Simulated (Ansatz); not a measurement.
# Calculations on Si$_{63}$V

Part 1: Relaxation

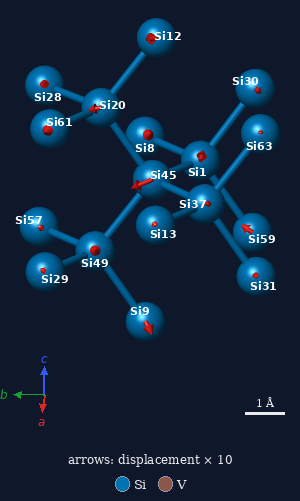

This is a relaxation of a defect cell of composition Si63V (cell charge −1). The starting structure is drawn; red arrows show the displacements, 10 times their true length.

A ball-and-stick model of the atoms within 4.2 Å of the atom that moves most (axes of the cell of the calculation), seen from a free direction.

These are results of DFT, PBEsol, PAW, plane waves in Ansatz, not measurements. Settings: plane-wave cutoff 420 eV; k-point mesh 1 × 1 × 1; mesh shifted by (0.25, 0.25, 0.25); no spin polarisation; atoms relaxed in a fixed cell; force threshold 0.03 eV/Å; at most 80 steps.

Q: Atoms of which element are displaced furthest, and by how much?

A: Silicon: up to 0.064 Å, against 0.045 Å for vanadium.

Q: Describe the change and its energy.

A: The largest moves, 0.064 Å, are those of Si45 and Si51. Si45 goes roughly along [2 3 −1]. Largest moves by element: Si 0.064 Å, V 0.045 Å. The lattice vectors keep their values. Among the contacts that change: Si1–Si8 2.427 → 2.357 Å, Si45–Si49 2.422 → 2.355 Å, Si37–Si45 2.309 → 2.360 Å, Si1–Si45 2.306 → 2.354 Å. Among the angles between lasting bonds that change: Si1–Si45–Si49 107.0° → 109.4°, Si8–Si1–Si45 111.6° → 109.5°. The energy falls by 0.527 eV per cell of the calculation in 2 accepted moves (3 points after the start). The largest force component goes from 0.85 to 0.019 eV/Å. The line search rejected the trial step at point 2 of the run.

Limits of the set-up: the cell is charged, on a uniform background, and energies carry no finite-size correction.

Part 2: Relaxation

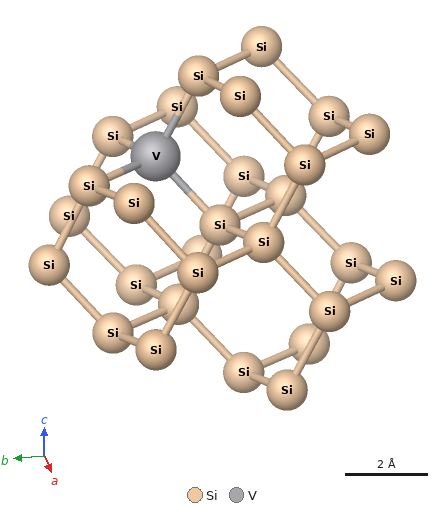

Starting structure of a defect cell of composition Si$_{63}$V (cell charge −1). Style: ball-and-stick. Shown: the atoms within 5.0 Å of the atom that moves most (axes of the cell of the calculation), from a free direction.

All numbers below come from DFT, PBEsol, PAW, plane waves (Ansatz).

Set-up: plane-wave cutoff 420 eV; k-point mesh 1 × 1 × 1; mesh shifted by (0.25, 0.25, 0.25); collinear spin; atoms relaxed in a fixed cell; force threshold 0.03 eV/Å; at most 80 steps.

```xyz
64
Lattice="10.8656 0.0000 0.0000 0.0000 10.8656 0.0000 0.0000 0.0000 10.8656" Properties=species:S:1:pos:R:3 pbc="T T T"
Si   10.8563    0.0102   10.8332
Si    0.0000   10.8646    5.4323
Si   10.8510    5.4134    0.0025
Si    0.0277    5.4204    5.4487
Si    5.3963    0.0024   10.8569
Si    5.4028    0.0345    5.4358
Si    5.4049    5.4109    0.0285
Si    1.4144    1.3733    1.3832
Si    1.3485    1.3678    6.8321
Si    1.3414    6.8039    1.3552
Si    1.3372    6.7708    6.8045
Si    6.7535    1.3237    1.3423
Si    6.7996    1.3473    6.7872
Si    6.7911    6.7873    1.3480
Si    6.7941    6.7947    6.8120
Si    2.7297    2.7453   10.8260
Si    2.7167    2.7199    5.4094
Si    2.7025    8.1688   10.8546
Si    2.7119    8.1457    5.4383
Si    8.1327    2.6858    0.0079
Si    8.1542    2.7242    5.4277
Si    8.1719    8.1285    0.0098
Si    8.1648    8.1734    5.4431
Si    4.1011    4.0836    1.3628
Si    4.0750    4.0610    6.8110
Si    4.0836    9.4732    1.3659
Si    4.0636    9.5309    6.7985
Si    9.5432    4.0759    1.3647
Si    9.5092    4.0641    6.7933
Si    9.5024    9.5255    1.3745
Si    9.5196    9.4999    6.7912
Si    2.7149    0.0062    2.7035
Si    2.7001    0.0133    8.1191
Si    2.7121    5.3965    2.7216
Si    2.6954    5.4208    8.1387
Si    8.1582   10.8205    2.7643
Si    8.1416    0.0146    8.1462
Si    8.1628    5.4250    2.6980
Si    8.1523    5.4541    8.1839
Si    4.0579    1.3821    4.0462
Si    4.0621    1.3839    9.5538
Si    4.0824    6.8154    4.0605
Si    4.0756    6.8254    9.5382
Si    9.4886    1.3576    4.0914
Si    9.4726    1.3073    9.5207
Si    9.4851    6.7679    4.0561
Si    9.5283    6.8140    9.5447
Si    0.0027    2.7036    2.6841
Si    0.0342    2.7188    8.1654
Si   10.8407    8.1611    2.7210
Si   10.8098    8.1816    8.1442
Si    5.4191    2.7035    2.7277
Si    5.4322    2.7602    8.1805
Si    5.4569    8.1125    2.6970
Si    5.4296    8.1321    8.1635
Si    1.3543    4.0970    4.0778
Si    1.3517    4.0992    9.5299
Si    1.3466    9.5164    4.0483
Si    1.3683    9.4785    9.4930
Si    6.7747    4.0917    4.0526
Si    6.8226    4.0654    9.5348
Si    6.7986    9.4987    4.1014
Si    6.7888    9.5102    9.5014
V     5.4392    5.4284    5.4234
```

What does the optimiser find from here?

Answer. After 4 geometry steps the energy has fallen by 0.563 eV per cell of the calculation. Largest force component: 0.9 eV/Å at the start, 0.008 eV/Å at the end. The atom that moves furthest is Si60 (0.075 Å roughly along [1 −1 0]). By element the largest moves are Si 0.075 Å, V 0.071 Å. The cell doesn't change. Some distances before and after: Si12–Si36 2.423 → 2.354 Å, Si7–Si24 2.290 → 2.352 Å, Si13–Si53 2.410 → 2.349 Å, Si60–V64 2.334 → 2.394 Å. Among the angles between lasting bonds that change: Si52–Si60–V64 109.8° → 106.6°, Si15–V64–Si60 110.3° → 107.4°, Si21–Si60–Si38 108.4° → 111.2°.

After the run, drawn alike:

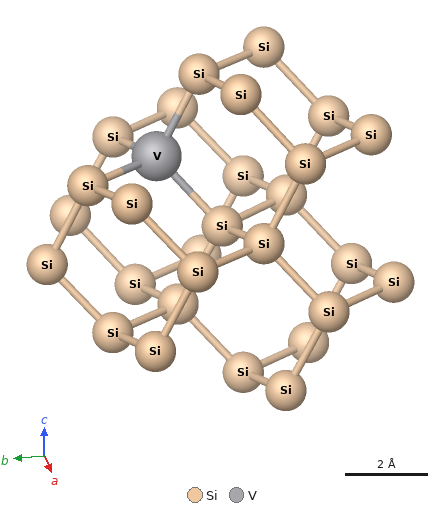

Limits of the set-up: the cell is charged, on a uniform background, and energies carry no finite-size correction.

Part 3: Defect

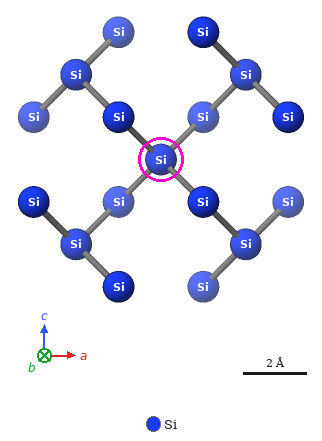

Perfect Si. The picture is a ball-and-stick view of the atoms within 5.4 Å of one point, in a slice 4.2 Å thick across the line of sight, seen along the b axis.

Level of theory: Ansatz 0.2.0, DFT, PBEsol, PAW, plane waves. Settings: plane-wave cutoff 420 eV; k-point mesh 1 × 1 × 1; mesh shifted by (0.25, 0.25, 0.25); no spin polarisation. Fermi-Dirac smearing of 0.01 eV. A uniform background neutralises the charged cell. The axes drawn are those of the host's conventional cell.

A silicon atom is replaced by vanadium at the ringed place, in charge state −1. The supercell has 64 sites, and the atoms are relaxed at the host's cell.

Predict the relaxed surroundings of the defect.

Answer. In the host the Si atom has 4 Si at 2.35 Å; the V atom ends with 4 Si at 2.38 to 2.40 Å. Of the host's atoms, a silicon atom moves furthest from its site, by 0.05 Å.

The relaxed defect, seen from the same direction:

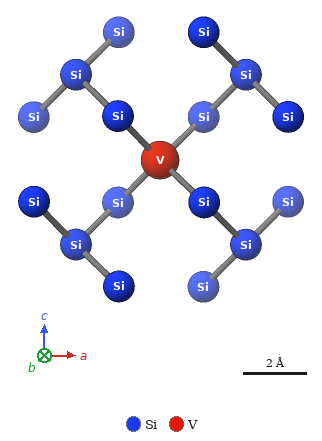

Limits of the set-up: the cell is charged, on a uniform background, and energies carry no finite-size correction.
